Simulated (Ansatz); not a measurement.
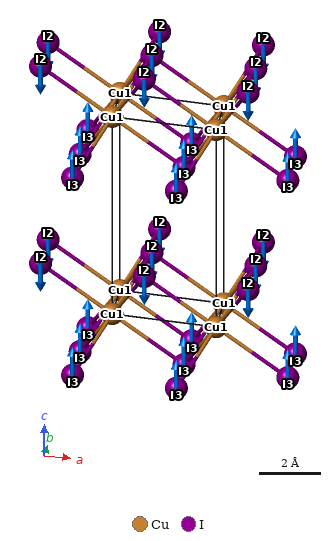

A relaxation of solid CuI$_{2}$ (built on the CdI2 type). The starting structure is drawn; blue arrows show the displacements (the part carried along by the change of the cell is left out), magnified 3 times.

A ball-and-stick model of the cell of the calculation, seen from a free direction.

The calculation used Ansatz, DFT PBE, scalar-relativistic, plane waves, PAW.

Input file:
```yaml
crystal:
  lattice:
    - [4.1494649049, 0.0, 0.0]
    - [-2.0747324525, 3.5935420198, 0.0]
    - [0.0, 0.0, 6.6939481013]
  atoms:
    - { symbol: Cu, position: [0.0, 0.0, 0.0], spin: 1.0 }
    - { symbol: I, position: [0.3333333333, 0.6666666667, 0.252] }
    - { symbol: I, position: [0.6666666667, 0.3333333333, 0.748] }
basis:
  ecutwfc: 420
  ecutrho_ratio: 4
kpoints:
  mp_grid: { grid: [10, 10, 6] }
hamiltonian:
  xc: pbe
scf:
  occupations: { method: gaussian, width: 0.05 }
output:
  forces: true
  stress: true
  eigenvalues: true
  populations: true
magnetization:
  spin_polarized: true
relax:
  f_tol: 0.01
  max_steps: 60
  cell: { stress_tol: 0.04 }
```

Run as
```bash
ansatz run input.yaml --threads 2 --pin off --max-ram 2662MiB --backend cpu --events-out ev --progress --plain --runs-dir out
```

**Atoms of which element are displaced furthest, and by how much?**

Iodine: up to 0.32 Å, against 0.00 Å for copper.

**Describe the change and its energy.**

Over 11 accepted moves (13 points after the start) the energy falls by 64.1 meV per atom. The largest force component goes from 0.72 to 0.00039 eV/Å. The pressure goes from −3.29 to 0.00 GPa. At 2 points the geometry stayed and the basis and grid were re-selected for the new cell (energy shift of 0.2 meV per atom at most each time). The largest moves relative to the cell, 0.32 Å, are those of I2 and I3. I3 goes along +c. Cu stays in place. The drawn cell changes as follows: a = b 4.149 → 3.938 Å (−5.1 %), c 6.694 → 7.639 Å (+14.1 %); the volume changes by +2.8 %. Among the contacts that change: Cu1–I2 2.930 → 2.781 Å. The space group stays P-3m1 (No. 164). Cost: 4.6 min on 2 threads of Arm Neoverse V2 (shared host), peak memory 0.62 GiB.

Limits of the set-up: layers or molecules are held without a dispersion correction, so their spacing is unreliable.
